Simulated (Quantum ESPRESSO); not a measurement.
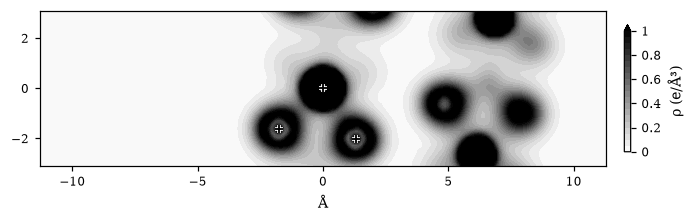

The valence pseudo-density on a plane through atoms (crosses mark nuclei in the plane).

The calculation used Kohn-Sham DFT of a periodic cell, PBEsol, GBRV 1.5 PBEsol in Quantum ESPRESSO 7.5.

Candidates:
A. MoS2, a = 3.18 Å, b = 3.18 Å, c = 21.67 Å, α = 90.00°, β = 90.00°, γ = 120.00°. Space group P-3m1; a structure from a database of computed crystals, not necessarily the ambient phase; computed pressure about −2 GPa in this cell.
B. TiSi, a = 3.63 Å, b = 4.24 Å, c = 3.80 Å, α = 90.00°, β = 90.00°, γ = 90.00°. Space group Cmmm; a structure from a database of computed crystals, not necessarily the ambient phase; computed pressure about −4 GPa in this cell.

> Which system is this?

Candidate A: MoS2 on the (111) plane of the conventional cell, which holds Mo and S. Mo–S (2.41 Å): ρ at the midpoint is about 0.61 e/Å³.
